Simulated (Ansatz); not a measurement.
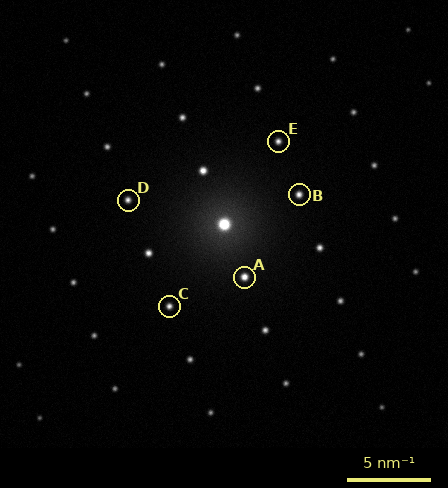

Computed electron diffraction pattern, 120 kV, single scattering only, B = 0.3 Å². The zone axis points towards the electron source and the pattern is seen from the source side.

The sample is Pb, space group Im-3m (No. 229), a = 4.11 Å. Structure: the input geometry of an electronic-structure calculation (not necessarily at equilibrium); the starting structure was generated, so it need not be a known form of this composition.

Spot A is indexed -1 1 0 and spot B 0 0 2.

> Index the other marked spots.

C = A − B = -1 1 -2 (d = 1.679 Å). D = −A − B = 1 -1 -2 (d = 1.679 Å). E = −A + B = 1 -1 2 (d = 1.679 Å).

> Which zone axis is this?

The cross product of A and B is parallel to [110]; every spot obeys hu + kv + lw = 0.

> What are the spacings of A and B and the angle between them?

d(A) = 2.908 Å, d(B) = 2.056 Å, and the angle is 90.0°.
